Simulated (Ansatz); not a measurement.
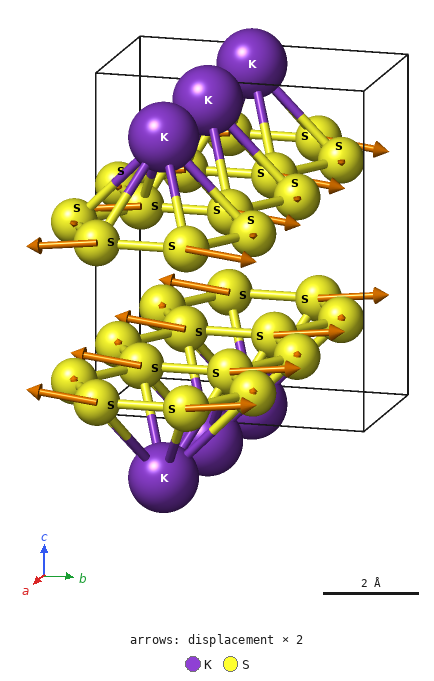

A relaxation of solid KS8 (a generated structure, set up in Pmmm) (coarse preliminary run). The starting structure is drawn; orange arrows show the displacements (the part carried along by the change of the cell is left out), magnified 2 times.

The picture is a ball-and-stick view of the cell of the calculation, repeated 3 × 1 × 1 with one cell outlined, seen slightly off an axis.

All numbers below come from DFT PBE+D3(BJ), scalar-relativistic, plane waves, PAW in Ansatz.

The input:
```yaml
crystal:
  lattice:
    - [3.39318276, 0.0, 0.0]
    - [0.0, 5.877165, 0.0]
    - [0.0, 0.0, 7.39294071]
  atoms:
    - { symbol: K, position: [0.5, 0.5, 0.0] }
    - { symbol: S, position: [0.5, 0.16666667, 0.73434518] }
    - { symbol: S, position: [0.0, 0.66666667, 0.73434518] }
    - { symbol: S, position: [0.0, 0.33333333, 0.73434518] }
    - { symbol: S, position: [0.5, 0.83333333, 0.73434518] }
    - { symbol: S, position: [0.0, 0.33333333, 0.26565482] }
    - { symbol: S, position: [0.5, 0.83333333, 0.26565482] }
    - { symbol: S, position: [0.5, 0.16666667, 0.26565482] }
    - { symbol: S, position: [0.0, 0.66666667, 0.26565482] }
basis:
  ecutwfc: 420
kpoints:
  mp_grid: { grid: [6, 4, 4] }
hamiltonian:
  xc: pbe
  dispersion: d3bj
scf:
  occupations: { method: gaussian, width: 0.1 }
  lower_state_search: "off"
output:
  forces: true
  stress: true
  eigenvalues: true
relax:
  adjacent_minimum: "off"
  f_tol: 0.04
  max_steps: 70
  cell: { stress_tol: 0.4 }
```

Launched with:
```bash
ansatz run input.yaml --threads 1 --pin off --max-ram 2560MiB --backend cpu --events-out ev --progress --plain --runs-dir out
```

Atoms of which element are displaced furthest, and by how much?

Sulfur: up to 0.78 Å, against 0.00 Å for potassium.

Describe the change and its energy.

Over 21 accepted moves (23 points after the start) the energy falls by 12.891 eV per cell of the calculation. Largest force component: 1.1 eV/Å at the start, 0.0027 eV/Å at the end. Pressure: 49.95 GPa at the start and 0.06 GPa at the end. The SCF was repeated twice at an unchanged geometry on a basis and grid sized afresh for the cell, which shifted the energy by 0.180 eV per cell of the calculation at most. The largest moves relative to the cell, 0.78 Å, are those of S3, S4, S6 and S9. S6 goes roughly along −b. K stays in place. The drawn cell changes as follows: a 3.393 → 4.204 Å (+23.9 %), b 5.877 → 8.042 Å (+36.8 %), c 7.393 → 6.359 Å (−14.0 %); the volume changes by +45.8 %. Some distances before and after: S3–S4 1.959 → 4.234 Å, K1–K1 3.393 → 4.204 Å, S2–S5 1.959 → 2.660 Å, K1–S3 2.774 → 3.474 Å. Bonds break, among them: S2–S5 (1.96 → 2.66 Å), S3–S4 (1.96 → 4.23 Å), S6–S9 (1.96 → 4.23 Å), S7–S8 (1.96 → 2.66 Å). Bond angles that change, for instance: S4–S2–S4 120.0° → 149.4°, K1–S2–S4 69.3° → 77.6°, K1–S4–S2 69.3° → 64.6°. The space group stays Pmmm (No. 47).
